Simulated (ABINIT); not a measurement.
## Run report: MgO₂, rpa calculation (part 2 of 3)

The same run, continued: MgO₂ (R-3m, 3 atoms in the cell); Kohn-Sham DFT of a periodic cell, PBEsol, PseudoDojo NC SR PBEsol v0.4.1 standard, RPA, no spin polarisation (ABINIT 10.8.3); cutoff 1034.03 eV, 4×4×4 k-mesh, fixed occupations. The structure derives from a Materials Project entry.

Geometry of the input (Å; fractional positions):
```
1.6048  0.9265  3.4940
-1.6048  0.9265  3.4940
0.0000  -1.8530  3.4940
Mg 0.0000  0.0000  0.0000
O  0.5712  0.5712  0.5712
O  0.4288  0.4288  0.4288
```

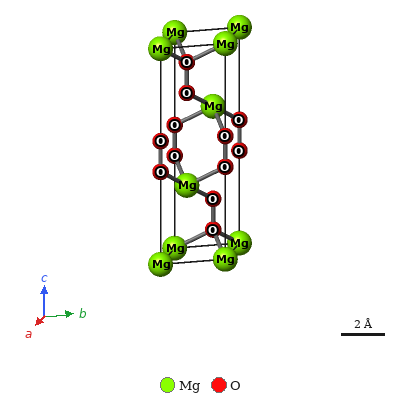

**Figure 1.** The structure as given in the input (ball-and-stick view of the cell 3 times as large as that of the calculation, set on its symmetry axes, seen slightly off an axis). An atom can appear more than once, as a periodic image.

Log, continued:
```
 getcut: wavevector=  0.0000  0.0000  0.0000  ngfft=  45  45  45
         ecut(hartree)=     38.000   => boxcut(ratio)=   2.12191
--------------------------------------------------------------------------------

================================================================================
 Non-SCF case, kpt    1 (  0.00000  0.00000  0.00000), residuals and eigenvalues=
  2.98E-13  7.30E-13  4.14E-13  6.34E-13  2.40E-14  3.54E-14  9.27E-14  7.03E-13
  4.65E-14  5.32E-14  7.07E-14  2.10E-14  1.48E-13  5.32E-14  5.98E-14  9.92E-13
  3.14E-14  6.18E-14  7.32E-13  3.39E-14  3.54E-14  5.76E-14  3.22E-14  8.50E-14
  6.65E-14  4.92E-14  1.37E-13  9.28E-13  7.61E-14  7.39E-14  6.73E-14  4.02E-14
  6.06E-13  4.17E-14  7.00E-14  5.15E-14  8.11E-14  1.09E-13  6.99E-14  3.33E-14
  1.09E-13  1.18E-13  8.60E-14  8.19E-14  5.01E-14  5.53E-14  1.18E-13  2.08E-13
  1.14E-13  8.13E-14  1.67E-13  1.34E-13  1.03E-13  1.14E-13  2.05E-13  1.12E-13
  7.68E-14  6.15E-14  7.71E-14  8.14E-14  3.15E-13  1.71E-13  2.83E-13  1.87E-13
  1.19E-13  1.18E-13  2.66E-13  1.59E-13  6.01E-14  2.88E-13  2.51E-13  2.25E-13
  4.71E-13  3.86E-13  5.99E-13  7.55E-13  5.29E-14  3.50E-13  5.77E-13  6.48E-14
  6.54E-13  4.13E-14  8.58E-13  5.12E-13  4.89E-14  9.11E-14  7.48E-14  6.63E-14
  1.02E-13  1.53E-13  5.22E-14  7.05E-14  1.59E-13  1.53E-13  9.03E-14  8.62E-14
  2.97E-13  2.07E-13  2.07E-13  3.59E-13  8.79E-13  7.57E-13  2.85E-13  2.53E-13
  2.60E-13  9.54E-13  5.41E-13  1.30E-13  1.71E-13  3.26E-13  2.59E-13  3.94E-13
  4.20E-13  3.87E-13  1.95E-13  7.16E-13  9.46E-14  4.14E-13  3.13E-13  2.27E-13
  3.29E-13  2.02E-13  2.26E-13  3.11E-13  2.08E-13  4.37E-13  2.94E-13  4.61E-13
  3.69E-13  1.98E-13  2.92E-13  3.35E-13  2.02E-13  5.36E-13  6.85E-13  5.77E-13
  6.66E-13  4.99E-13  5.95E-13  3.88E-13  4.62E-13  7.14E-13  6.39E-13  8.09E-13
  3.86E-13  5.23E-13  6.67E-13  5.16E-13  5.89E-13  3.77E-13  3.66E-13  4.14E-13
  6.71E-13  5.56E-13  5.59E-13  4.87E-13  9.74E-13  8.50E-13  9.10E-13  7.98E-13
  4.75E-12  9.82E-10  3.08E-10  2.18E-09  4.02E-10  1.78E-09  8.08E-08  2.04E-06
  1.86E-06  6.51E-07  7.03E-06  2.33E-07  6.68E-06  1.15E-04  8.46E-04  1.25E-03
 -2.5624E+00 -1.3489E+00 -1.3477E+00 -1.3477E+00 -6.5252E-01 -4.0295E-01
 -1.5681E-01  5.6326E-03  5.6326E-03  9.8203E-02  9.8203E-02  2.9301E-01
  3.0080E-01  5.6773E-01  6.3612E-01  6.7044E-01  6.7044E-01  7.3161E-01
  7.3161E-01  8.0406E-01  9.3793E-01  9.3793E-01  1.0057E+00  1.1835E+00
  1.1835E+00  1.3434E+00  1.3434E+00  1.3568E+00  1.4194E+00  1.4194E+00
  1.5570E+00  1.6505E+00  1.7460E+00  1.7460E+00  1.7920E+00  1.7920E+00
  1.8312E+00  1.8786E+00  1.8786E+00  1.9281E+00  1.9800E+00  1.9803E+00
  2.2136E+00  2.2313E+00  2.2313E+00  2.2412E+00  2.2499E+00  2.2499E+00
  2.3259E+00  2.3259E+00  2.3858E+00  2.4274E+00  2.5075E+00  2.5075E+00
  2.5655E+00  2.5655E+00  2.6325E+00  2.6325E+00  2.6451E+00  2.6461E+00
  2.7897E+00  2.8034E+00  2.8034E+00  2.8039E+00  2.8039E+00  2.8172E+00
  2.8957E+00  2.9216E+00  2.9216E+00  2.9692E+00  2.9692E+00  3.0143E+00
  3.2683E+00  3.2683E+00  3.3722E+00  3.3805E+00  3.3805E+00  3.3923E+00
  3.3923E+00  3.4340E+00  3.5134E+00  3.5594E+00  3.5594E+00  3.6223E+00
  3.6223E+00  3.6687E+00  3.7078E+00  3.7078E+00  3.7518E+00  3.7604E+00
  3.7823E+00  3.8146E+00  3.8178E+00  3.8178E+00  3.8311E+00  3.8435E+00
  3.8435E+00  3.9159E+00  3.9159E+00  4.0264E+00  4.0264E+00  4.0380E+00
  4.1862E+00  4.1862E+00  4.2853E+00  4.3568E+00  4.4650E+00  4.4650E+00
  4.5194E+00  4.5194E+00  4.6024E+00  4.6061E+00  4.6905E+00  4.6905E+00
  4.7279E+00  4.7490E+00  4.8243E+00  4.8535E+00  4.8535E+00  4.8836E+00
  4.9063E+00  4.9088E+00  4.9088E+00  4.9147E+00  4.9147E+00  4.9242E+00
  4.9725E+00  4.9725E+00  5.0269E+00  5.1058E+00  5.1058E+00  5.1324E+00
  5.1324E+00  5.2638E+00  5.2638E+00  5.2674E+00  5.3042E+00  5.3530E+00
  5.3530E+00  5.4702E+00  5.4702E+00  5.4763E+00  5.4973E+00  5.5004E+00
  5.5201E+00  5.5201E+00  5.5494E+00  5.5494E+00  5.5709E+00  5.5857E+00
  5.6438E+00  5.6438E+00  5.6588E+00  5.6588E+00  5.6630E+00  5.6881E+00
  5.6881E+00  5.7322E+00  5.7322E+00  5.7855E+00  5.7855E+00  5.8582E+00
  5.8654E+00  5.8654E+00  5.8893E+00  5.8893E+00  5.9141E+00  5.9618E+00
  5.9659E+00  5.9745E+00  5.9745E+00  5.9851E+00  5.9851E+00  6.0442E+00
  6.0509E+00  6.0807E+00
 prteigrs : prtvol=0 or 1, do not print more k-points.

--- !ResultsGS
iteration_state: {dtset: 2, }
comment   : Summary of ground state results
lattice_vectors:
- [  3.0325588,   1.7508486,   6.6026632, ]
- [ -3.0325588,   1.7508486,   6.6026632, ]
- [  0.0000000,  -3.5016973,   6.6026632, ]
lattice_lengths: [   7.47376,    7.47376,    7.47376, ]
lattice_angles: [ 47.878,  47.878,  47.878, ] # degrees, (23, 13, 12)
lattice_volume:   2.1034308E+02
convergence: {deltae:  0.000E+00, res2:  0.000E+00, residm:  9.986E-13, diffor:  0.000E+00, }
etotal    :  -9.22944201E+01
entropy   :   0.00000000E+00
fermie    :   1.27679744E-01
cartesian_stress_tensor: null
pressure_GPa: null
xred      :
- [  0.0000E+00,   0.0000E+00,   0.0000E+00, Mg]
- [  5.7121E-01,   5.7121E-01,   5.7121E-01,  O]
- [  4.2879E-01,   4.2879E-01,   4.2879E-01,  O]
cartesian_forces: null
force_length_stats: {min: null, max: null, mean: null, }
...

 Integrated electronic density in atomic spheres:
 ------------------------------------------------
 Atom  Sphere_radius  Integrated_density
    1        2.00000          8.36326122
    2        2.00000          6.28956148
    3        2.00000          6.28956148
================================================================================

 ----iterations are completed or convergence reached----

 Mean square residual over all n,k,spin=   30.812E-14; max=  99.861E-14
 reduced coordinates (array xred) for    3 atoms
       0.000000000000      0.000000000000      0.000000000000
       0.571214000000      0.571214000000      0.571214000000
       0.428786000000      0.428786000000      0.428786000000

 cartesian coordinates (angstrom) at end:
    1      0.00000000000000     0.00000000000000     0.00000000000000
    2      0.00000000000000     0.00000000000000     5.98742894319966
    3      0.00000000000000     0.00000000000000     4.49450767459973
 length scales=  7.473757070600  7.473757070600  7.473757070600 bohr
              =  3.954941918904  3.954941918904  3.954941918904 angstroms
 Eigenvalues (hartree) for nkpt=  13  k points:
 kpt#   1, nband=176, wtk=  0.01563, kpt=  0.0000  0.0000  0.0000 (reduced coord)
  -2.56244   -1.34894   -1.34775   -1.34775   -0.65252   -0.40295   -0.15681    0.00563
   0.00563    0.09820    0.09820    0.29301    0.30080    0.56773    0.63612    0.67044
   0.67044    0.73161    0.73161    0.80406    0.93793    0.93793    1.00574    1.18348
   1.18348    1.34335    1.34335    1.35681    1.41936    1.41936    1.55697    1.65046
   1.74596    1.74596    1.79201    1.79201    1.83123    1.87859    1.87859    1.92813
   1.98001    1.98029    2.21359    2.23128    2.23128    2.24119    2.24985    2.24985
   2.32587    2.32587    2.38576    2.42740    2.50746    2.50746    2.56553    2.56553
   2.63246    2.63246    2.64506    2.64615    2.78974    2.80343    2.80343    2.80385
   2.80385    2.81724    2.89573    2.92162    2.92162    2.96925    2.96925    3.01425
   3.26834    3.26834    3.37224    3.38047    3.38047    3.39229    3.39229    3.43398
   3.51340    3.55935    3.55935    3.62232    3.62232    3.66866    3.70776    3.70776
   3.75180    3.76035    3.78226    3.81463    3.81784    3.81784    3.83112    3.84346
   3.84346    3.91589    3.91589    4.02636    4.02636    4.03800    4.18625    4.18625
   4.28526    4.35684    4.46499    4.46499    4.51937    4.51937    4.60239    4.60606
   4.69050    4.69050    4.72788    4.74904    4.82428    4.85349    4.85349    4.88359
   4.90626    4.90881    4.90881    4.91465    4.91465    4.92421    4.97249    4.97249
   5.02693    5.10582    5.10582    5.13242    5.13242    5.26377    5.26377    5.26737
   5.30420    5.35298    5.35298    5.47021    5.47021    5.47634    5.49734    5.50039
   5.52005    5.52005    5.54938    5.54938    5.57089    5.58566    5.64383    5.64383
   5.65878    5.65878    5.66305    5.68811    5.68811    5.73216    5.73216    5.78548
   5.78548    5.85821    5.86539    5.86539    5.88933    5.88933    5.91414    5.96176
   5.96588    5.97449    5.97449    5.98506    5.98506    6.04421    6.05091    6.08072
 prteigrs : prtvol=0 or 1, do not print more k-points.

================================================================================
== DATASET  3 ==================================================================

--- !DatasetInfo
iteration_state: {dtset: 3, }
dimensions: {natom: 3, nkpt: 13, mband: 160, nsppol: 1, nspinor: 1, nspden: 1, mpw: 1130, }
cutoff_energies: {ecut:  23.0, pawecutdg:  -1.0, }
electrons: {nelect:   2.20000000E+01, charge:   0.00000000E+00, occopt:   1.00000000E+00, tsmear:   1.00000000E-02, }
meta: {optdriver: 3, gwcalctyp: 1, }
...

 mkfilename : getwfk/=0, take file _WFK from output of DATASET   2.

 SCREENING: Calculation of the susceptibility and dielectric matrices

 Based on a program developped by R.W. Godby, V. Olevano, G. Onida, and L. Reining.
 Incorporated in ABINIT by V. Olevano, G.-M. Rignanese, and M. Torrent.

 Real(R)+Recip(G) space primitive vectors, cartesian coordinates (Bohr,Bohr^-1):
 R(1)=  3.0325588  1.7508486  6.6026632  G(1)=  0.1648773  0.0951919  0.0504847
 R(2)= -3.0325588  1.7508486  6.6026632  G(2)= -0.1648773  0.0951919  0.0504847
 R(3)=  0.0000000 -3.5016973  6.6026632  G(3)=  0.0000000 -0.1903839  0.0504847
 Unit cell volume ucvol=  2.1034308E+02 bohr^3
 Angles (23,13,12)=  4.78776427E+01  4.78776427E+01  4.78776427E+01 degrees

--- Pseudopotential description ------------------------------------------------
- pspini: atom type   1  psp file is ./Mg.upf
  12.00000  10.00000  180301                  znucl, zion, pspdat
12 -116133 1 -1 1510                          pspcod,pspxc,lmax,lloc,mmax
     nproj     2     2     0

- pspini: atom type   2  psp file is ./O.upf
   8.00000   6.00000  180301                  znucl, zion, pspdat
12 -116133 2 -1 936                           pspcod,pspxc,lmax,lloc,mmax
     nproj     2     2     1

--------------------------------------------------------------------------------

 ==== K-mesh for the wavefunctions ====
 Number of points in the irreducible wedge :    13
 Reduced coordinates and weights :

     1)     0.00000000E+00  0.00000000E+00  0.00000000E+00       0.01563
     2)     2.50000000E-01  0.00000000E+00  0.00000000E+00       0.09375
     3)     5.00000000E-01  0.00000000E+00  0.00000000E+00       0.04688
     4)     2.50000000E-01  2.50000000E-01  0.00000000E+00       0.09375
   [... 9 further points ...]

 Together with 12 symmetry operations and time-reversal symmetry
 yields    64 points in the full Brillouin Zone.

 ==== Q-mesh for the screening function ====
 Number of points in the irreducible wedge :    13
 Reduced coordinates and weights :

     1)     0.00000000E+00  0.00000000E+00  0.00000000E+00       0.01563
     2)     2.50000000E-01  0.00000000E+00  0.00000000E+00       0.09375
     3)     5.00000000E-01  0.00000000E+00  0.00000000E+00       0.04688
     4)     2.50000000E-01  2.50000000E-01  0.00000000E+00       0.09375
   [... 9 further points ...]

 Together with 12 symmetry operations and time-reversal symmetry
 yields    64 points in the full Brillouin Zone.

 setmesh: FFT mesh size selected  =    25x   25x   25
          total number of points  =        15625

 vcoul_init : cutoff-mode = AUXILIARY_FUNCTION
 q-points for optical limit:   1
     1)      0.000010    0.000020    0.000030

 Number of electrons calculated from density =   21.9852; Expected =   22.0000
 average of density, n =  0.104521
 r_s =    1.3170
 omega_plasma =   31.1858 [eV]

 calculating chi0 at frequencies [eV] :
  1    0.000000E+00    0.000000E+00
  2    0.000000E+00    2.924234E+03
  3    0.000000E+00    5.403858E+02
  4    0.000000E+00    2.093093E+02
  5    0.000000E+00    1.046644E+02
  6    0.000000E+00    5.887764E+01
  7    0.000000E+00    3.500266E+01
  8    0.000000E+00    2.115438E+01
  9    0.000000E+00    1.257624E+01
 10    0.000000E+00    7.074607E+00
 11    0.000000E+00    3.537634E+00
 12    0.000000E+00    1.370242E+00
 13    0.000000E+00    2.532149E-01

--------------------------------------------------------------------------------
  q-point number  1        q = ( 0.000000, 0.000000, 0.000000) [r.l.u.]
--------------------------------------------------------------------------------
 For q-point:  0.000010 0.000020 0.000030
  dielectric constant =   3.4757
  dielectric constant without local fields =   3.8763

  Average fulfillment of the sum rule on Im[epsilon] for q-point    1 :     76.87  [%]
--------------------------------------------------------------------------------
  q-point number  2        q = ( 0.250000, 0.000000, 0.000000) [r.l.u.]
--------------------------------------------------------------------------------
  Average fulfillment of the sum rule on Im[epsilon] for q-point    2 :     85.14  [%]

--------------------------------------------------------------------------------
  q-point number  3        q = ( 0.500000, 0.000000, 0.000000) [r.l.u.]
--------------------------------------------------------------------------------
  Average fulfillment of the sum rule on Im[epsilon] for q-point    3 :     81.57  [%]

--------------------------------------------------------------------------------
  q-point number  4        q = ( 0.250000, 0.250000, 0.000000) [r.l.u.]
--------------------------------------------------------------------------------
  Average fulfillment of the sum rule on Im[epsilon] for q-point    4 :     84.60  [%]

--------------------------------------------------------------------------------
  q-point number  5        q = ( 0.500000, 0.250000, 0.000000) [r.l.u.]
--------------------------------------------------------------------------------
  Average fulfillment of the sum rule on Im[epsilon] for q-point    5 :     81.59  [%]

--------------------------------------------------------------------------------
  q-point number  6        q = (-0.250000, 0.250000, 0.000000) [r.l.u.]
--------------------------------------------------------------------------------
  Average fulfillment of the sum rule on Im[epsilon] for q-point    6 :     81.87  [%]

--------------------------------------------------------------------------------
  q-point number  7        q = ( 0.500000, 0.500000, 0.000000) [r.l.u.]
--------------------------------------------------------------------------------
  Average fulfillment of the sum rule on Im[epsilon] for q-point    7 :     81.38  [%]

--------------------------------------------------------------------------------
  q-point number  8        q = ( 0.250000, 0.250000, 0.250000) [r.l.u.]
--------------------------------------------------------------------------------
  Average fulfillment of the sum rule on Im[epsilon] for q-point    8 :     86.90  [%]

--------------------------------------------------------------------------------
  q-point number  9        q = ( 0.500000, 0.250000, 0.250000) [r.l.u.]
--------------------------------------------------------------------------------
  Average fulfillment of the sum rule on Im[epsilon] for q-point    9 :     83.07  [%]

--------------------------------------------------------------------------------
  q-point number 10        q = (-0.250000, 0.250000, 0.250000) [r.l.u.]
--------------------------------------------------------------------------------
  Average fulfillment of the sum rule on Im[epsilon] for q-point   10 :     81.50  [%]
```
